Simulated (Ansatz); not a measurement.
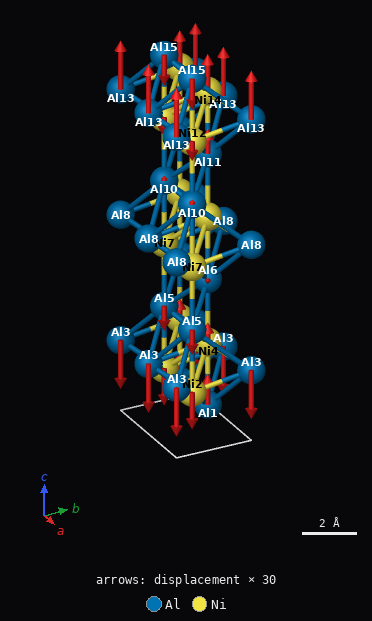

A relaxation of a slab of composition Al3Ni2 (cut from the P-3m1 phase). The starting structure is drawn; red arrows show the displacements, magnified 30 times.

Style: ball-and-stick. Shown: the 2 × 1 repeat of the cell, outlined in the plane, without the vacuum, slightly off an axis.

Case: (0 0 1) slab, atoms relaxed. The slab is the (0 0 1) face of Al3Ni2.

Level of theory: Ansatz 0.2.0, DFT PBEsol, scalar-relativistic, plane waves, PAW.

Input
```yaml
crystal:
  lattice:
    - [4.0031396356, 0.0, 0.0]
    - [-2.0015698178, 3.4668206193, 0.0]
    - [0.0, 0.0, 28.1421022229]
  atoms:
    - { symbol: Al, position: [0.3333333333, 0.6666666667, 0.2665046108] }
    - { symbol: Ni, position: [0.6666666667, 0.3333333333, 0.3021874401] }
    - { symbol: Al, position: [0.0, 0.0, 0.3273240368] }
    - { symbol: Ni, position: [0.3333333333, 0.6666666667, 0.3524606335] }
    - { symbol: Al, position: [0.6666666667, 0.3333333333, 0.3881434629] }
    - { symbol: Al, position: [0.3333333333, 0.6666666667, 0.439180574] }
    - { symbol: Ni, position: [0.6666666667, 0.3333333333, 0.4748634033] }
    - { symbol: Al, position: [0.0, 0.0, 0.5] }
    - { symbol: Ni, position: [0.3333333333, 0.6666666667, 0.5251365967] }
    - { symbol: Al, position: [0.6666666667, 0.3333333333, 0.560819426] }
    - { symbol: Al, position: [0.3333333333, 0.6666666667, 0.6118565371] }
    - { symbol: Ni, position: [0.6666666667, 0.3333333333, 0.6475393665] }
    - { symbol: Al, position: [0.0, 0.0, 0.6726759632] }
    - { symbol: Ni, position: [0.3333333333, 0.6666666667, 0.6978125599] }
    - { symbol: Al, position: [0.6666666667, 0.3333333333, 0.7334953892] }
basis:
  ecutwfc: 420
kpoints:
  mp_grid: { grid: [9, 9, 1] }
hamiltonian:
  xc: pbesol
scf:
  occupations: { method: gaussian, width: 0.1 }
output:
  forces: true
  eigenvalues: true
  write_density: true
  write_potential: true
  elf: true
  volumetric_format: npy
relax:
  adjacent_minimum: "off"
  f_tol: 0.02
  max_steps: 60
efield:
  axis: 3
  dipole_correction: true
  ramp_width: 0.04
```

Command:
```bash
ansatz run input.yaml --threads 2 --pin off --max-ram 5120MiB --backend cpu --events-out ev --progress --plain --runs-dir out
```

Question: What happened in the run?

Answer: After 3 geometry steps the energy has fallen by 62.5 meV per cell of the calculation. Largest force component: 0.41 eV/Å at the start, 0.01 eV/Å at the end. The largest moves, 0.063 Å, are those of Al3 and Al13. Al13 goes along the normal (+c). By element the largest moves are Al 0.063 Å, Ni 0.048 Å. The lattice vectors keep their values. Among the contacts that change: Al13–Al15 2.876 → 2.816 Å, Ni12–Ni14 2.710 → 2.749 Å, Al5–Ni7 2.440 → 2.476 Å, Al1–Ni2 2.520 → 2.486 Å.

Limits of the set-up: an element that often carries a moment was run without spin polarisation.
